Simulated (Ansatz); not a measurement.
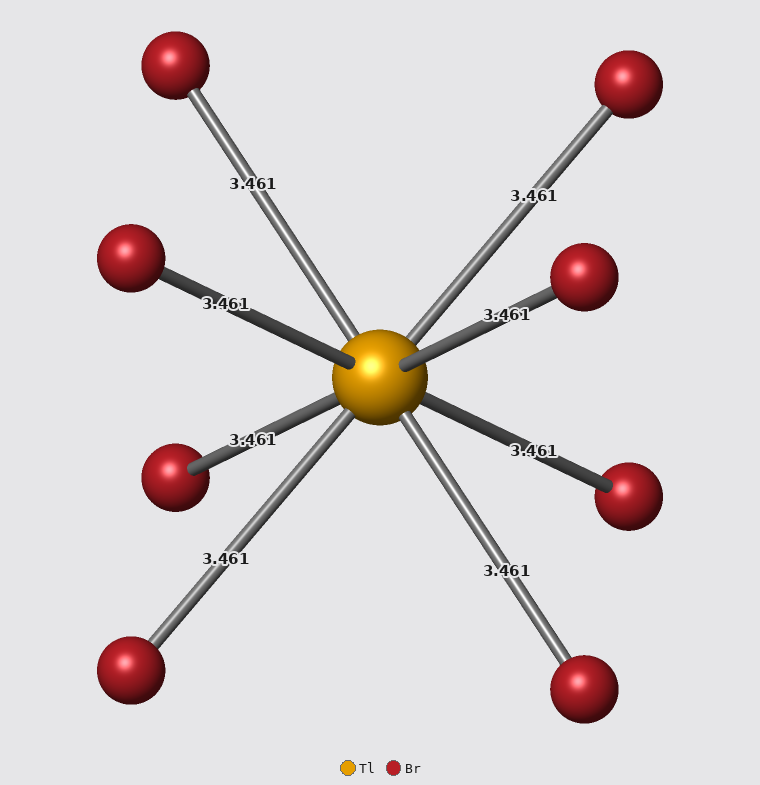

The surroundings of site Tl1 (at 0.000, 0.000, 0.000) in TlBr (Pm-3m, No. 221), with bond lengths in Å.

Origin of the cell: the input geometry of an electronic-structure calculation (not necessarily at equilibrium).

```
CELL_PARAMETERS angstrom
3.99635 0.00000 0.00000
0.00000 3.99635 0.00000
0.00000 0.00000 3.99635
ATOMIC_POSITIONS crystal
Tl 0.00000 0.00000 0.00000
Br 0.50000 0.50000 0.50000
```

Bond valence s = exp((R0 − d)/b), R0 fitted to published crystal structures with b = 0.37 Å; R0 in Å: Tl+–Br 2.649.

Q: Calculate the bond-valence sum of Tl1 from the bonds drawn.

A: 8 × 0.111 = 0.89 v.u., against a formal valence of 1: underbonded (bonds long for this ion) by 0.11.

Q: And over the whole structure?

A:
| site | x, y, z | formal valence | bond-valence sum | difference |
| --- | --- | --- | --- | --- |
| Tl1 | 0.000, 0.000, 0.000 | +1 | 0.89 | -0.11 |
| Br1 | 0.500, 0.500, 0.500 | −1 | 0.89 | -0.11 |

These sums include all anions within 5 Å. The global instability index (root mean square of the differences over all atoms) is 0.11 v.u.: moderate strain, common in real structures. The cell was not relaxed for this table, and a volume that is off by a few per cent shifts all sums together.
